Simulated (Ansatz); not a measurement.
# Two runs on Co

System: Co (P6₃/mmc, 4 atoms in the cell).
Method of run A: Kohn-Sham DFT of a periodic cell, PBEsol with D4, Ansatz PAW, spin-polarised (Ansatz 0.2.0).

The structure derives from a Materials Project entry. Text and figures count atoms from 1; the logs count them from 0 in places.

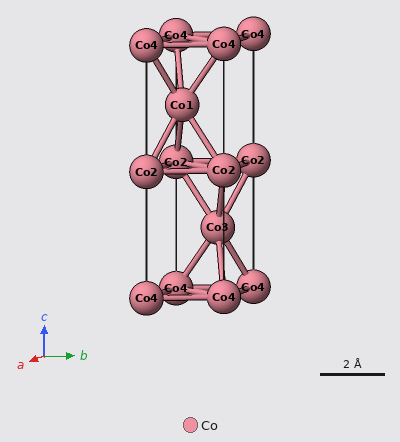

Figure 1. The starting structure (ball-and-stick view of the cell of the calculation, seen slightly off an axis; atoms are numbered from 1 in the order of the input). An atom can appear more than once, as a periodic image. Near neighbours in the periodic cell (some may lie outside the picture): Co has 12 Co at 2.47 Å.

## Input file, run A
```yaml
crystal:
  lattice:
    - [2.4705617809, 0.0, 0.0]
    - [-1.2352808905, 2.1395692639, 0.0]
    - [0.0, 0.0, 8.0882338]
  atoms:
    - { symbol: Co, position: [0.6666666667, 0.3333333333, 0.75], spin: 2.0 }
    - { symbol: Co, position: [0.0, 0.0, 0.5], spin: 2.0 }
    - { symbol: Co, position: [0.3333333333, 0.6666666667, 0.25], spin: 2.0 }
    - { symbol: Co, position: [0.0, 0.0, 0.0], spin: 2.0 }
hamiltonian:
  xc: pbesol
  pseudopotentials: { kind: paw }
  dispersion: d4
magnetization:
  spin_polarized: true
kpoints:
  mp_grid: { grid: [12, 12, 4] }
scf:
  occupations: { method: fermi_dirac, width: 0.05 }
output:
  forces: true
  stress: true
relax:
  f_tol: 0.01
  max_steps: 40
  cell: { stress_tol: 0.05 }
```

Launched with:
```bash
ansatz run input.yaml --threads 2 --pin off --max-ram 5632MiB --backend cpu --events-out ev --progress --plain --runs-dir out
```

Hardware: 2 threads of Intel Xeon (Sapphire Rapids), 16 GiB of memory available, shared host.

## Output, shortened to warnings, some set-up lines, iterations and results (run A)
```
Basis set: ecut = 420 eV, 813 PW (Γ), exchange–correlation on 36×36×120 points (8 copies of the dense FFT grid, shifted against one another)
Symmetry: 24 space group operations
k-points: 57 of 576
Initial density: superposition of atomic densities (chi_scale 0.1, normalization cell)
[...]
SCF iter   1: F=—  HF=-20372.289233 eV  |F-HF|=—  |Δ(HF+E_count)|=         —  Δρ=1.01e-1 (↑5.97e-2 ↓1.01e-1)  dr2=6.19e0  dr2_m=2.11e-1  M=7.209 μB ∫|m|=7.484 μB  β_m=0.30  …
SCF iter   2: F=—  HF=-20370.219828 eV  |F-HF|=—  |Δ(HF+E_count)|=    2.07e0  Δρ=3.72e-2 (↑1.14e-2 ↓3.72e-2)  dr2=4.67e-1  dr2_m=1.53e-1  M=7.151 μB ∫|m|=7.505 μB  β_m=0.35  …
SCF iter   3: F=—  HF=-20371.320173 eV  |F-HF|=—  |Δ(HF+E_count)|=    1.10e0  Δρ=1.63e-2 (↑1.63e-2 ↓9.45e-3)  dr2=2.72e-2  dr2_m=4.62e-2  M=7.029 μB ∫|m|=7.463 μB  β_m=0.55  …
SCF iter   4: F=—  HF=-20372.562452 eV  |F-HF|=—  |Δ(HF+E_count)|=         —  Δρ=1.70e-2 (↑8.67e-3 ↓1.70e-2)  dr2=1.28e-1  dr2_m=1.65e-2  M=6.757 μB ∫|m|=7.243 μB  β_m=0.55  …
SCF iter   5: F=—  HF=-20372.834671 eV  |F-HF|=—  |Δ(HF+E_count)|=   2.72e-1  Δρ=8.42e-3 (↑4.05e-3 ↓8.42e-3)  dr2=1.96e-2  dr2_m=1.17e-2  M=6.682 μB ∫|m|=7.191 μB  β_m=0.72  …
[... 75 lines ...]
SCF iter   6: F=—  HF=-20372.975938 eV  |F-HF|=—  |Δ(HF+E_count)|=  7.09e-10  Δρ=1.06e-6 (↑1.06e-6 ↓7.85e-7)  dr2=7.47e-10  dr2_m=1.03e-11  M=6.385 μB ∫|m|=6.890 μB  β_m=0.65 …
SCF iter   7: F=—  HF=-20372.975938 eV  |F-HF|=—  |Δ(HF+E_count)|=  1.46e-10  Δρ=2.19e-7 (↑2.19e-7 ↓1.56e-7)  dr2=1.39e-11  dr2_m=7.29e-12  M=6.385 μB ∫|m|=6.890 μB  β_m=0.55 …
SCF iter   8: F=-20372.975938 eV  HF=-20372.975938 eV  |F-HF|=3.64e-12  |Δ(HF+E_count)|=  2.91e-11  Δρ=5.20e-8 (↑5.20e-8 ↓4.14e-8)  dr2=1.64e-12  dr2_m=4.90e-14  M=6.385 μB …
SCF 7 converged in 8 iterations: F = -20372.975938 eV  dr2 = 1.64e-12
relax step   7: F+E_penalty+E_count = -20372.97593791 eV  Δ(F+E_penalty+E_count) = +3.636e-5 eV  max|allowed force component| = 1.966e-17 eV/Å  Δτ_max = 0.0000 Å  P = +0.001 …
basis re-selected at this cell: Δ(F+E_penalty+E_count) = +3.636e-5 eV, ΔP = +0.000 GPa vs the last step (what re-selecting the basis moved, of the pressure what is left beyond the Pulay correction that the steps carried, after the strain that the cell walked since its last selection, with what the …
SCF converged after 8 iterations
Magnetization: 6.3845 μB (37.1923 up, 30.8077 down)
Absolute magnetization: 6.8920 μB (∫|ρ↑−ρ↓|, with the PAW one-centre terms)
Spin contamination: 0.0857 ħ² per cell (⟨S²⟩ above its minimum at these occupations)
Per-site moments (μB) at R_I (Å): [(1.6652904536678552, 1.0028321747991178), (1.644383506923247, 1.0028321747991178), (1.6652904536678552, 1.0028321747991178), (1.6443835069232469, 1.0028321747991178)]
Free energy (F): -20372.975938 eV
Harris-Foulkes:  -20372.975938 eV  (|F-HF|=3.64e-12)
Internal energy: -20372.942199 eV  (E = F + TS)
E sigma→0 (E₀):  -20372.959069 eV
Entropy (-TS):   -0.033739 eV (-8.435 meV/atom)
Fermi energy:    19.863792 eV
--- Per-component energies (eV) ---
  E_band       = -899.149418
  E_kinetic    = 1821.759780
  E_local      = -11004.756580  (includes V_loc(G=0)·N_el)
  E_nonlocal   = 1822.034132
  E_hartree    = 4615.753705
  E_xc         = -633.490949
  E_vxc        = -821.373499  (∫ρ·V_xc dr)
  E_paw        = -5930.434814  (= ΣΔE_a)
  E_vpaw       = -1948.320795  (= ΣTr[D̂ρ^β])
  E_aug_tail   = 0.000273  (compensation charges beyond the density's cutoff)
  E_ewald      = -11063.523940
  E_disp       = -1.037483  (pairwise vdW)
  E_core_change = 0.753677  (= ΣΔE_core)
  E_smearing   = -0.033739  (= −TS)
  E_closure    = -0.000000  (closes the sum)
  Σ components = -20372.975938   (vs F -20372.975938, Δ=0.00e0)
--- Forces (eV/Å), atoms counted from 1 ---
  atom   1  Co     0.00000000     0.00000000     0.00000000
  atom   2  Co    -0.00000000    -0.00000000     0.00000000
  atom   3  Co    -0.00000000    -0.00000000     0.00000000
  atom   4  Co    -0.00000000    -0.00000000     0.00000000
  max |Σ_I F_I| component: 4.63e-18 eV/Å
--- Stress (GPa, compression-positive) ---
        0.001108       0.000000       0.000000
        0.000000       0.001108       0.000000
        0.000000       0.000000       0.000309
  P = ⅓ Tr σ = 0.0008 GPa (0.008 kbar)
--- Relaxed structure (5 steps of the walk, 5 accepted, 2 SCFs on fresh bases) ---
[...]
```

For run B the input was changed thus:
```diff
-  dispersion: d4
+  dispersion: d3bj
```

How does run B compare with run A?

The total energies belong to different models, so their difference says nothing on which is more stable or more accurate. The net moment of the cell goes from 6.38 to 6.31 μB. The volume per atom goes from 10.26 to 10.14 Å³. The number of SCF iterations is the same.

## Output, shortened to warnings, some set-up lines, iterations and results (run B)
```
Basis set: ecut = 420 eV, 813 PW (Γ), exchange–correlation on 36×36×120 points (8 copies of the dense FFT grid, shifted against one another)
Symmetry: 24 space group operations
k-points: 57 of 576
Initial density: superposition of atomic densities (chi_scale 0.1, normalization cell)
[...]
SCF iter   1: F=—  HF=-20372.835183 eV  |F-HF|=—  |Δ(HF+E_count)|=         —  Δρ=1.01e-1 (↑5.97e-2 ↓1.01e-1)  dr2=6.19e0  dr2_m=2.11e-1  M=7.209 μB ∫|m|=7.484 μB  β_m=0.30  …
SCF iter   2: F=—  HF=-20370.765778 eV  |F-HF|=—  |Δ(HF+E_count)|=    2.07e0  Δρ=3.72e-2 (↑1.14e-2 ↓3.72e-2)  dr2=4.67e-1  dr2_m=1.53e-1  M=7.151 μB ∫|m|=7.505 μB  β_m=0.35  …
SCF iter   3: F=—  HF=-20371.866122 eV  |F-HF|=—  |Δ(HF+E_count)|=    1.10e0  Δρ=1.63e-2 (↑1.63e-2 ↓9.45e-3)  dr2=2.72e-2  dr2_m=4.62e-2  M=7.029 μB ∫|m|=7.463 μB  β_m=0.55  …
SCF iter   4: F=—  HF=-20373.108401 eV  |F-HF|=—  |Δ(HF+E_count)|=         —  Δρ=1.70e-2 (↑8.67e-3 ↓1.70e-2)  dr2=1.28e-1  dr2_m=1.65e-2  M=6.757 μB ∫|m|=7.243 μB  β_m=0.55  …
SCF iter   5: F=—  HF=-20373.380621 eV  |F-HF|=—  |Δ(HF+E_count)|=   2.72e-1  Δρ=8.42e-3 (↑4.05e-3 ↓8.42e-3)  dr2=1.96e-2  dr2_m=1.17e-2  M=6.682 μB ∫|m|=7.191 μB  β_m=0.72  …
[... 75 lines ...]
SCF iter   6: F=—  HF=-20373.553171 eV  |F-HF|=—  |Δ(HF+E_count)|=  1.31e-10  Δρ=3.67e-7 (↑3.67e-7 ↓2.10e-7)  dr2=9.10e-12  dr2_m=2.84e-11  M=6.314 μB ∫|m|=6.810 μB  β_m=0.88 …
SCF iter   7: F=—  HF=-20373.553171 eV  |F-HF|=—  |Δ(HF+E_count)|=  4.73e-11  Δρ=1.51e-7 (↑1.51e-7 ↓4.76e-8)  dr2=6.00e-12  dr2_m=2.32e-12  M=6.314 μB ∫|m|=6.810 μB  β_m=0.94 …
SCF iter   8: F=-20373.553171 eV  HF=-20373.553171 eV  |F-HF|=1.09e-11  |Δ(HF+E_count)|=    0.00e0  Δρ=1.36e-7 (↑4.78e-8 ↓1.36e-7)  dr2=1.14e-11  dr2_m=1.12e-12  M=6.314 μB …
SCF 7 converged in 8 iterations: F = -20373.553171 eV  dr2 = 1.14e-11
relax step   7: F+E_penalty+E_count = -20373.55317062 eV  Δ(F+E_penalty+E_count) = +1.092e-5 eV  max|allowed force component| = 1.156e-17 eV/Å  Δτ_max = 0.0000 Å  P = +0.002 …
basis re-selected at this cell: Δ(F+E_penalty+E_count) = +1.092e-5 eV, ΔP = -0.001 GPa vs the last step (what re-selecting the basis moved, of the pressure what is left beyond the Pulay correction that the steps carried, after the strain that the cell walked since its last selection, with what the …
SCF converged after 8 iterations
Magnetization: 6.3136 μB (37.1568 up, 30.8432 down)
Absolute magnetization: 6.8130 μB (∫|ρ↑−ρ↓|, with the PAW one-centre terms)
Spin contamination: 0.0830 ħ² per cell (⟨S²⟩ above its minimum at these occupations)
Per-site moments (μB) at R_I (Å): [(1.6468914997472714, 0.9993080568050416), (1.625393031633427, 0.9993080568050422), (1.6468914997472712, 0.9993080568050422), (1.6253930316334286, 0.9993080568050416)]
Free energy (F): -20373.553171 eV
Harris-Foulkes:  -20373.553171 eV  (|F-HF|=1.09e-11)
Internal energy: -20373.519495 eV  (E = F + TS)
E sigma→0 (E₀):  -20373.536333 eV
Entropy (-TS):   -0.033676 eV (-8.419 meV/atom)
Fermi energy:    20.130173 eV
--- Per-component energies (eV) ---
  E_band       = -882.115655
  E_kinetic    = 1823.354576
  E_local      = -10940.447933  (includes V_loc(G=0)·N_el)
  E_nonlocal   = 1822.061984
  E_hartree    = 4591.940507
  E_xc         = -634.053702
  E_vxc        = -822.126767  (∫ρ·V_xc dr)
  E_paw        = -5930.670787  (= ΣΔE_a)
  E_vpaw       = -1948.838560  (= ΣTr[D̂ρ^β])
  E_aug_tail   = 0.000230  (compensation charges beyond the density's cutoff)
  E_ewald      = -11104.828981
  E_disp       = -1.629067  (pairwise vdW)
  E_core_change = 0.753677  (= ΣΔE_core)
  E_smearing   = -0.033676  (= −TS)
  E_closure    = -0.000000  (closes the sum)
  Σ components = -20373.553171   (vs F -20373.553171, Δ=0.00e0)
--- Forces (eV/Å), atoms counted from 1 ---
  atom   1  Co     0.00000000    -0.00000000    -0.00000000
  atom   2  Co    -0.00000000     0.00000000    -0.00000000
  atom   3  Co    -0.00000000     0.00000000     0.00000000
  atom   4  Co    -0.00000000     0.00000000     0.00000000
  max |Σ_I F_I| component: 3.41e-28 eV/Å
--- Stress (GPa, compression-positive) ---
        0.004930       0.000000       0.000000
        0.000000       0.004930      -0.000000
        0.000000      -0.000000      -0.003869
  P = ⅓ Tr σ = 0.0020 GPa (0.020 kbar)
--- Relaxed structure (5 steps of the walk, 5 accepted, 2 SCFs on fresh bases) ---
[...]
```

## The two runs side by side

| quantity | run A | run B |
| --- | --- | --- |
| outcome | converged | converged |
| free energy per atom (eV) | −5093.2440 | −5093.3883 |
| energy per atom, smearing taken to zero (eV) | −5093.2398 | −5093.3841 |
| net moment of the cell (μB) | 6.38 | 6.31 |
| absolute moment of the cell (μB) | 6.89 | 6.81 |
| pressure (GPa) | 0.00 | 0.00 |
| volume per atom (Å³) | 10.26 | 10.14 |
| largest force (eV/Å) | 0.000 | 0.000 |
| SCF iterations | 71 | 71 |
| irreducible k-points | 57 | 57 |
| wall time (shared host) | 36 s | 35 s |
